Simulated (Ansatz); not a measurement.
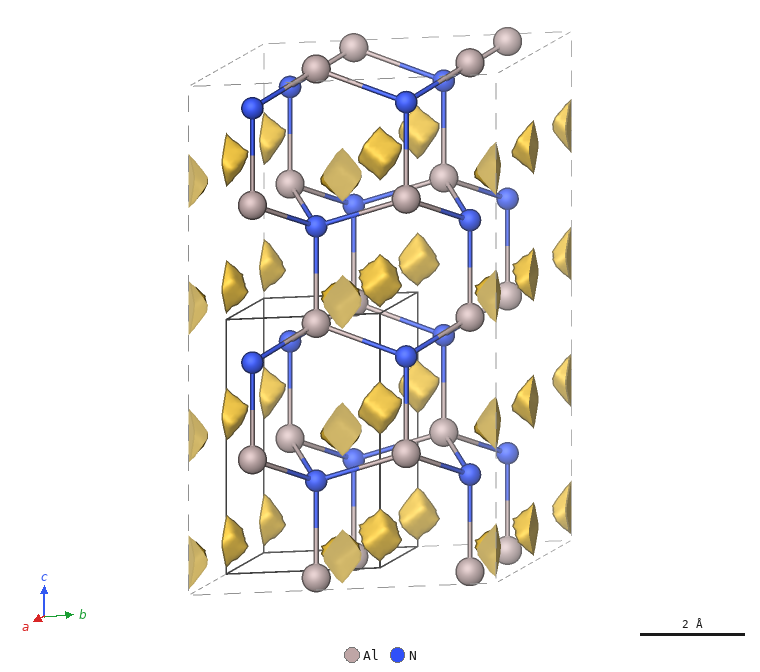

The yellow surface encloses the points that the centre of a probe sphere of radius 0.55 Å can occupy in AlN (P6_3mc, No. 186), computed on a grid of about 0.13 Å (2×2×2 cells shown, view slightly off an axis; pale faces close the region where the box cuts it).

Hard-sphere model; Shannon crystal radii (six-coordinate where tabulated): Al 0.68 Å, N 1.32 Å.

The cell is taken from the end point of a relaxation with Ansatz 0.2.0, DFT, r2SCAN+rVV10, plane waves, PAW.

```cif
data_structure
_symmetry_space_group_name_H-M 'P6_3mc'
_symmetry_Int_Tables_number 186
_cell_length_a 3.1033
_cell_length_b 3.1033
_cell_length_c 4.9722
_cell_angle_alpha 90.000
_cell_angle_beta 90.000
_cell_angle_gamma 120.000
_cell_volume 41.47
loop_
_atom_site_label
_atom_site_type_symbol
_atom_site_symmetry_multiplicity
_atom_site_Wyckoff_symbol
_atom_site_fract_x
_atom_site_fract_y
_atom_site_fract_z
_atom_site_occupancy
Al1 Al 2 b 0.66667 0.33333 0.49667 1
N1 N 2 b 0.33333 0.66667 0.37833 1
```

Describe the connectivity of the accessible space.

They are isolated pockets that do not connect across cells.

What share of the cell can the probe's centre reach?

About 1.4 % of the volume (0.58 Å³ of 41.5 Å³).

Give the largest included and the largest free sphere.

The largest sphere that fits anywhere has a diameter of 1.72 Å; the largest that can travel through the crystal, about 0.9 Å.

How does the connectivity change as the probe shrinks?

Below a radius of about 0.47 Å the space forms one-dimensional channels along [001]. Below a radius of about 0.46 Å the space forms a three-dimensional network. These are grid estimates, good to about 0.05 Å.
